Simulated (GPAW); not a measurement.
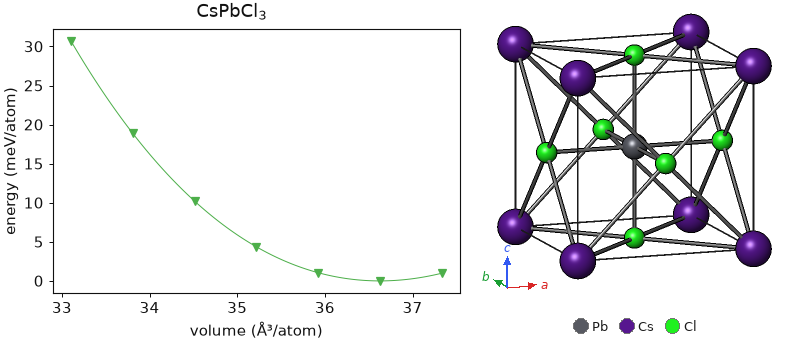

Plotted: energy against volume for CsPbCl₃, space group Pm-3m (No. 221). The conventional cell is drawn beside the plot.

Starting cell:
```yaml
crystal:
  lattice:
    - [5.60500, 0.00000, 0.00000]
    - [0.00000, 5.60500, 0.00000]
    - [0.00000, 0.00000, 5.60500]
  atoms:
    - { symbol: Pb, position: [0.50000, 0.50000, 0.50000] }
    - { symbol: Cs, position: [0.00000, 0.00000, 0.00000] }
    - { symbol: Cl, position: [0.50000, 0.00000, 0.50000] }
    - { symbol: Cl, position: [0.00000, 0.50000, 0.50000] }
    - { symbol: Cl, position: [0.50000, 0.50000, 0.00000] }
```

Computed with GPAW 26.7.0: PAW DFT in plane waves, on a grid or in atomic orbitals, no spin polarisation; energies at scaled volumes of the given cell, shape and fractions fixed, counted from the fit's minimum, third-order Birch-Murnaghan fit. Level: PBE with D4.

k mesh 4×4×4; occupations Fermi–Dirac; smearing width 0.05 eV; potentials GPAW PAW data sets (gpaw data 1.2.1); wave cutoff 600 eV; program settings basis pw.

From this curve and the settings, what does the calculation give for the pressure at the same points?

The pressure falls from 3.00 GPa at volume 33.10 Å³/atom to −0.49 GPa at 37.33 Å³/atom, and changes sign near 36.55 Å³/atom.

```csv
volume (Å³/atom),pressure (GPa)
33.10,3.00
33.81,2.25
34.51,1.57
35.22,0.97
35.92,0.43
36.63,-0.05
37.33,-0.49
```

Note: spin-orbit coupling left out, heavy elements.
